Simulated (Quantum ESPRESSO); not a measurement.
# Band-structure run, with input and output: TiNi (part 3 of 3)

TiNi (Pm-3m, 2 atoms in the cell); Kohn-Sham DFT of a periodic cell, PBEsol, GBRV 1.5 PBEsol, spin-polarised (Quantum ESPRESSO 7.5); cutoff 612.26 eV, 9×9×9 k-mesh, fermi-dirac of 0.05 eV, collinear spins. The structure derives from a Materials Project entry.

Geometry of the input (Å; fractional positions):
```
2.9881  0.0000  0.0000
0.0000  2.9881  0.0000
0.0000  0.0000  2.9881
Ni 0.0000  0.0000  0.0000
Ti 0.5000  0.5000  0.5000
```

The program's output, continued
```
   -87.0558 -47.6049 -47.6049 -47.5964 -40.5895 -17.1068 -17.1058 -16.9361
    12.4230  12.7994  13.4028  13.4236  14.6378  14.8413  15.5405  15.6677
    17.7763  19.1212  20.3066  20.9840  23.8344  25.0995  27.6873  29.8238
    29.9900

          k = 0.3333 0.3333 0.3333 (   931 PWs)   bands (ev):

   -87.0559 -47.6019 -47.6016 -47.6016 -40.5924 -17.0465 -17.0413 -17.0413
    12.9180  13.1627  13.4589  13.4589  13.7469  13.7469  15.9583  15.9583
    18.2180  18.2180  19.5453  23.7265  23.7265  24.3131  28.8053  28.8053
    29.3064

          k = 0.3333 0.3333 0.4444 (   931 PWs)   bands (ev):

   -87.0557 -47.6048 -47.6014 -47.6013 -40.5859 -17.1037 -17.0366 -17.0351
    13.0383  13.0967  13.4222  13.6243  13.6495  14.3521  15.3964  15.7787
    18.2306  18.7703  20.6249  22.0818  24.1772  25.2928  26.9946  27.8053
    29.6134

          k = 0.3333 0.4444 0.4444 (   924 PWs)   bands (ev):

   -87.0555 -47.6044 -47.6044 -47.6010 -40.5795 -17.0964 -17.0959 -17.0293
    13.1097  13.1730  13.3692  13.4377  14.3082  14.3214  15.1931  15.4352
    18.5339  19.1930  21.5759  22.4829  23.2802  24.8597  26.3990  28.0345
    28.2172

          k = 0.4444 0.4444 0.4444 (   925 PWs)   bands (ev):

   -87.0553 -47.6041 -47.6041 -47.6041 -40.5729 -17.0898 -17.0894 -17.0894
    13.2829  13.3809  13.3809  13.9782  14.0148  14.0148  15.1072  15.1072
    19.2258  19.2258  22.5052  23.0019  24.0313  24.0313  26.3259  26.3259
    26.9480

 ------ SPIN DOWN ----------

          k = 0.0000 0.0000 0.0000 (   925 PWs)   bands (ev):

   -87.0577 -47.5929 -47.5929 -47.5929 -40.6620 -16.8697 -16.8697 -16.8697
     8.3432  12.3045  12.3045  14.2256  14.2256  14.2256  16.6865  16.6865
    18.8652  18.8652  18.8652  24.8535  24.8535  24.8535  31.3699  31.3699
    34.7723

          k = 0.0000 0.0000 0.1111 (   916 PWs)   bands (ev):

   -87.0576 -47.5947 -47.5928 -47.5928 -40.6580 -16.9059 -16.8670 -16.8670
     8.5854  12.4021  12.4024  14.2089  14.2089  14.2590  16.5842  16.7230
    18.5511  18.5511  18.8248  23.7683  25.4078  25.4078  31.2330  31.9839
    35.6029

          k = 0.0000 0.0000 0.2222 (   912 PWs)   bands (ev):

   -87.0573 -47.5993 -47.5924 -47.5924 -40.6479 -16.9969 -16.8602 -16.8602
     9.2817  12.6313  12.6770  14.1710  14.1710  14.3463  16.2953  16.7272
    17.8916  17.8916  18.7195  21.8665  26.7934  26.7934  30.8606  32.4123
    35.5885

          k = 0.0000 0.0000 0.3333 (   912 PWs)   bands (ev):

   -87.0571 -47.6046 -47.5920 -47.5920 -40.6364 -17.0989 -16.8525 -16.8525
    10.3353  12.7974  13.0632  14.1363  14.1363  14.4512  15.8893  16.3693
    17.2774  17.2774  18.5941  20.5260  28.6316  28.6316  30.4114  32.4585
    35.1517

          k = 0.0000 0.0000 0.4444 (   904 PWs)   bands (ev):

   -87.0569 -47.6080 -47.5917 -47.5917 -40.6288 -17.1648 -16.8474 -16.8474
    11.5186  12.5745  13.3968  14.1196  14.1196  14.5232  15.5404  15.7261
    16.9224  16.9224  18.5086  20.1043  30.1150  30.6974  30.6974  32.4759
    33.0239

          k = 0.0000 0.1111 0.1111 (   917 PWs)   bands (ev):

   -87.0575 -47.5947 -47.5944 -47.5926 -40.6541 -16.9057 -16.9001 -16.8643
     8.8212  12.4863  12.5070  14.1390  14.1829  14.3247  16.5772  16.7018
    18.2280  18.3028  18.8091  23.9974  24.5349  25.8908  31.4492  32.5712
    35.8225

          k = 0.0000 0.1111 0.2222 (   921 PWs)   bands (ev):

   -87.0573 -47.5991 -47.5942 -47.5923 -40.6442 -16.9931 -16.8950 -16.8573
     9.4965  12.6988  12.7743  14.0660  14.1230  14.3824  16.3783  16.7083
    17.6015  17.8088  18.7227  22.2047  25.5373  27.1476  31.2086  33.3896
    34.5215

          k = 0.0000 0.1111 0.3333 (   910 PWs)   bands (ev):

   -87.0570 -47.6043 -47.5937 -47.5919 -40.6330 -17.0941 -16.8864 -16.8494
    10.5077  12.8554  13.1209  14.0303  14.0773  14.3878  16.0679  16.2852
    17.2380  17.3782  18.6032  20.7029  26.9829  28.8713  30.7778  32.8481
    34.0671

          k = 0.0000 0.1111 0.4444 (   911 PWs)   bands (ev):

   -87.0568 -47.6077 -47.5934 -47.5916 -40.6256 -17.1593 -16.8807 -16.8442
    11.6150  12.6320  13.4118  14.0325  14.1040  14.3542  15.6332  15.8097
    17.0592  17.1552  18.5171  20.1122  28.2953  30.3932  30.8203  31.5739
    33.2435

          k = 0.0000 0.2222 0.2222 (   915 PWs)   bands (ev):

   -87.0570 -47.5989 -47.5983 -47.5919 -40.6349 -16.9894 -16.9766 -16.8499
    10.0990  12.7906  13.0865  13.9140  14.0313  14.3415  16.4424  16.7525
    17.0494  17.6767  18.6946  22.2945  24.2643  28.1217  30.9180  32.8237
    35.2299

          k = 0.0000 0.2222 0.3333 (   912 PWs)   bands (ev):

   -87.0567 -47.6037 -47.5980 -47.5915 -40.6243 -17.0819 -16.9714 -16.8414
    10.9520  12.8015  13.4497  13.8212  14.0439  14.1874  16.1846  16.4765
    17.0946  17.6330  18.6164  20.9632  25.0215  29.5249  29.7127  31.9561
    34.2976

          k = 0.0000 0.2222 0.4444 (   908 PWs)   bands (ev):

   -87.0566 -47.6069 -47.5976 -47.5913 -40.6174 -17.1453 -16.9643 -16.8359
    11.7707  12.5950  13.6400  13.8205  14.0148  14.3729  15.5488  16.3778
    17.2249  17.6597  18.5374  20.0867  26.2077  28.2566  31.0589  31.5427
    33.7596

          k = 0.0000 0.3333 0.3333 (   916 PWs)   bands (ev):

   -87.0565 -47.6032 -47.6027 -47.5912 -40.6145 -17.0723 -17.0626 -16.8324
    11.4546  12.6164  13.6518  13.9214  13.9422  14.2426  16.1954  16.8018
    16.9600  17.9328  18.6044  20.6078  24.2672  27.8902  30.4209  31.8747
    33.3148

          k = 0.0000 0.3333 0.4444 (   916 PWs)   bands (ev):

   -87.0563 -47.6061 -47.6024 -47.5909 -40.6080 -17.1293 -17.0581 -16.8265
    11.7787  12.4289  13.5993  13.7053  14.2093  14.9297  15.7851  16.8949
    17.1546  18.1585  18.5580  19.8795  24.7619  26.3466  31.2243  31.7608
    32.7784

          k = 0.0000 0.4444 0.4444 (   912 PWs)   bands (ev):

   -87.0561 -47.6056 -47.6055 -47.5907 -40.6019 -17.1196 -17.1181 -16.8203
    11.7103  12.3147  13.4788  13.5140  14.7776  15.3029  16.4376  16.7222
    17.2181  18.4679  18.5641  19.4888  24.2347  25.1209  31.2856  31.9262
    32.1122

          k = 0.1111 0.1111 0.1111 (   919 PWs)   bands (ev):

   -87.0574 -47.5947 -47.5943 -47.5943 -40.6503 -16.9048 -16.8973 -16.8973
     9.0518  12.5885  12.5885  14.1120  14.1120  14.3562  16.6397  16.6397
    17.8689  18.4781  18.4781  24.5060  24.5060  25.0837  32.5050  32.5050
    35.7605

          k = 0.1111 0.1111 0.2222 (   917 PWs)   bands (ev):

   -87.0572 -47.5989 -47.5941 -47.5939 -40.6406 -16.9894 -16.8935 -16.8903
     9.7095  12.8150  12.8235  14.0164  14.0435  14.3475  16.4658  16.6946
    17.4903  17.7959  18.5220  22.5790  25.7016  25.9245  32.2059  33.7498
    34.4788

          k = 0.1111 0.1111 0.3333 (   908 PWs)   bands (ev):

   -87.0569 -47.6041 -47.5936 -47.5935 -40.6296 -17.0894 -16.8841 -16.8822
    10.6847  12.9693  13.1249  13.9582  13.9999  14.2844  16.2283  16.2929
    17.1699  17.4969  18.5151  20.9548  27.0956  27.2184  31.5325  32.7802
    33.9406

          k = 0.1111 0.1111 0.4444 (   913 PWs)   bands (ev):

   -87.0567 -47.6074 -47.5933 -47.5932 -40.6223 -17.1540 -16.8778 -16.8770
    11.7283  12.7209  13.3905  13.8765  14.1457  14.2450  15.6200  16.0361
    16.8140  17.6630  18.4990  20.1714  28.2066  28.6615  30.8271  30.8405
    33.9478

          k = 0.1111 0.2222 0.2222 (   916 PWs)   bands (ev):

   -87.0569 -47.5987 -47.5981 -47.5936 -40.6314 -16.9852 -16.9736 -16.8839
    10.3053  12.9170  13.1232  13.8754  13.9427  14.2026  16.5363  16.7408
    17.2313  17.6580  18.3465  22.8071  24.3520  26.5886  31.7648  33.7857
    34.0091

          k = 0.1111 0.2222 0.3333 (   911 PWs)   bands (ev):

   -87.0567 -47.6034 -47.5978 -47.5932 -40.6209 -17.0776 -16.9680 -16.8749
    11.1423  12.9448  13.4230  13.7748  13.9381  14.0522  16.2735  16.5815
    17.0558  17.7813  18.3938  21.3772  25.1133  27.6403  30.0395  32.6058
    33.8708

          k = 0.1111 0.2222 0.4444 (   913 PWs)   bands (ev):

   -87.0565 -47.6067 -47.5975 -47.5929 -40.6141 -17.1406 -16.9609 -16.8690
    11.9287  12.7316  13.5436  13.7254  13.9423  14.3602  15.5763  16.5479
    16.8037  18.2551  18.4826  20.2828  26.2661  28.3721  28.7635  31.2114
    33.7633

          k = 0.1111 0.3333 0.3333 (   914 PWs)   bands (ev):

   -87.0564 -47.6030 -47.6025 -47.5928 -40.6111 -17.0681 -17.0593 -16.8656
    11.6538  12.7557  13.6175  13.8045  13.9218  14.1010  16.2134  16.6554
    17.0999  18.1762  18.4179  21.1525  24.2497  28.0082  28.3885  32.4156
    33.2747

          k = 0.1111 0.3333 0.4444 (   925 PWs)   bands (ev):

   -87.0562 -47.6059 -47.6023 -47.5925 -40.6046 -17.1254 -17.0547 -16.8595
    11.9628  12.5712  13.5603  13.6376  14.1502  14.8181  15.7151  16.6280
    17.1219  18.5444  18.7741  20.2452  24.7351  26.4268  29.1438  31.4635
    32.6932

          k = 0.1111 0.4444 0.4444 (   919 PWs)   bands (ev):

   -87.0560 -47.6054 -47.6053 -47.5923 -40.5984 -17.1160 -17.1146 -16.8533
    11.8965  12.4573  13.4547  13.4834  14.7547  15.2256  16.0740  16.2329
    17.3137  18.9171  19.1121  19.8305  24.1409  25.1205  29.7342  31.3853
    31.6129

          k = 0.2222 0.2222 0.2222 (   913 PWs)   bands (ev):

   -87.0567 -47.5984 -47.5977 -47.5977 -40.6225 -16.9782 -16.9659 -16.9659
    10.8764  13.2193  13.2193  13.7790  13.7790  13.8839  16.6893  16.6893
    17.6239  17.7137  17.7137  23.9471  23.9471  25.0987  32.0834  32.0834
    33.7016

          k = 0.2222 0.2222 0.3333 (   920 PWs)   bands (ev):

   -87.0564 -47.6029 -47.5976 -47.5973 -40.6123 -17.0667 -16.9613 -16.9571
    11.6468  13.2735  13.3380  13.6669  13.7259  13.8389  16.3625  16.5617
    17.2497  18.1131  18.1695  22.1630  25.2944  25.5371  30.2560  30.5849
    33.1623

          k = 0.2222 0.2222 0.4444 (   921 PWs)   bands (ev):

   -87.0563 -47.6061 -47.5972 -47.5970 -40.6056 -17.1288 -16.9534 -16.9513
    12.2913  12.9474  13.4369  13.5755  13.7842  14.3684  15.5791  16.4162
    17.0668  18.4084  19.0432  20.7206  26.2820  26.6120  28.7181  28.8896
    33.2715

          k = 0.2222 0.3333 0.3333 (   924 PWs)   bands (ev):

   -87.0562 -47.6024 -47.6021 -47.5970 -40.6024 -17.0573 -17.0509 -16.9491
    12.2087  13.0725  13.5367  13.5833  13.7792  13.8552  16.1978  16.2981
    17.5362  18.2473  18.7635  22.3148  24.1903  25.9951  28.3684  30.6742
    31.3043

          k = 0.2222 0.3333 0.4444 (   923 PWs)   bands (ev):

   -87.0560 -47.6054 -47.6018 -47.5967 -40.5959 -17.1153 -17.0459 -16.9426
    12.4716  12.8879  13.4776  13.5192  13.9408  14.5544  15.5673  16.1295
    17.5759  18.6076  19.7031  21.1098  24.6389  26.4418  27.1574  29.3782
    31.4213

          k = 0.2222 0.4444 0.4444 (   930 PWs)   bands (ev):

   -87.0558 -47.6050 -47.6049 -47.5964 -40.5896 -17.1069 -17.1059 -16.9362
    12.4229  12.7994  13.4027  13.4236  14.6378  14.8413  15.5405  15.6677
    17.7762  19.1211  20.3066  20.9839  23.8344  25.0994  27.6873  29.8237
    29.9899

          k = 0.3333 0.3333 0.3333 (   931 PWs)   bands (ev):

   -87.0559 -47.6020 -47.6016 -47.6016 -40.5925 -17.0466 -17.0414 -17.0414
    12.9180  13.1627  13.4589  13.4589  13.7469  13.7469  15.9582  15.9582
    18.2178  18.2178  19.5452  23.7264  23.7264  24.3131  28.8052  28.8052
    29.3064

          k = 0.3333 0.3333 0.4444 (   931 PWs)   bands (ev):

   -87.0557 -47.6048 -47.6014 -47.6013 -40.5860 -17.1038 -17.0367 -17.0352
    13.0383  13.0967  13.4222  13.6242  13.6495  14.3521  15.3964  15.7786
    18.2305  18.7701  20.6248  22.0817  24.1772  25.2928  26.9945  27.8053
    29.6133

          k = 0.3333 0.4444 0.4444 (   924 PWs)   bands (ev):

   -87.0556 -47.6045 -47.6044 -47.6011 -40.5796 -17.0966 -17.0960 -17.0294
    13.1096  13.1730  13.3691  13.4377  14.3082  14.3213  15.1930  15.4352
    18.5338  19.1928  21.5758  22.4828  23.2802  24.8596  26.3990  28.0344
    28.2172

          k = 0.4444 0.4444 0.4444 (   925 PWs)   bands (ev):

   -87.0554 -47.6041 -47.6041 -47.6041 -40.5730 -17.0899 -17.0895 -17.0895
    13.2828  13.3809  13.3809  13.9782  14.0148  14.0148  15.1072  15.1072
    19.2256  19.2256  22.5052  23.0018  24.0312  24.0312  26.3258  26.3258
    26.9479

     the Fermi energy is    16.2440 ev

!    total energy              =    -462.28574517 Ry
     estimated scf accuracy    <          3.8E-10 Ry
     smearing contrib. (-TS)   =      -0.00216483 Ry
     internal energy E=F+TS    =    -462.28358034 Ry

     The total energy is F=E-TS. E is the sum of the following terms:
     one-electron contribution =    -255.98504005 Ry
     hartree contribution      =     143.27527911 Ry
     xc contribution           =     -53.06199566 Ry
     ewald contribution        =    -296.51182374 Ry

     total magnetization       =    -0.00 Bohr mag/cell
     absolute magnetization    =     0.00 Bohr mag/cell

     convergence has been achieved in  28 iterations

     negative rho (up, down):  3.231E-04 3.231E-04

     Forces acting on atoms (cartesian axes, Ry/au):

     atom    1 type  1   force =     0.00000000    0.00000000    0.00000000
     atom    2 type  2   force =     0.00000000    0.00000000    0.00000000

     Total force =     0.000000     Total SCF correction =     0.000000

     Computing stress (Cartesian axis) and pressure

     negative rho (up, down):  3.231E-04 3.231E-04
          total   stress  (Ry/bohr**3)                   (kbar)     P=      -31.87
  -0.00021663   0.00000000   0.00000000          -31.87        0.00        0.00
   0.00000000  -0.00021663   0.00000000            0.00      -31.87        0.00
   0.00000000   0.00000000  -0.00021663            0.00        0.00      -31.87

=------------------------------------------------------------------------------=
   JOB DONE.
=------------------------------------------------------------------------------=
```

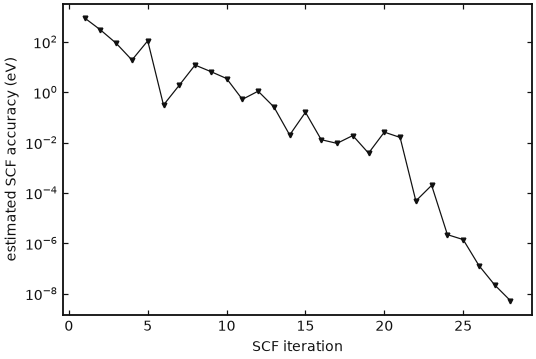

Convergence of the self-consistent field: estimated SCF accuracy against the iteration. The field takes 28 iterations in all.

Summary

| quantity | value |
| --- | --- |
| outcome | converged |
| space group (tolerance 0.01 Å) | Pm-3m (221) |
| electrons treated | 30 |
| free energy | −6289.7180 eV |
| Fermi energy | 16.244 eV |
| gap on the k-point mesh | none (metallic) |
| net moment of the cell | 0.00 μB |
| integrated absolute moment | 0.00 μB |
| pressure | −3.19 GPa |
| largest force (length of the vector) | under 0.001 eV/Å |
| wall time | 34 s (CPU time 68 s) |
| peak memory | 0.2 GiB |

Remarks

Notes on the run: negative rho.
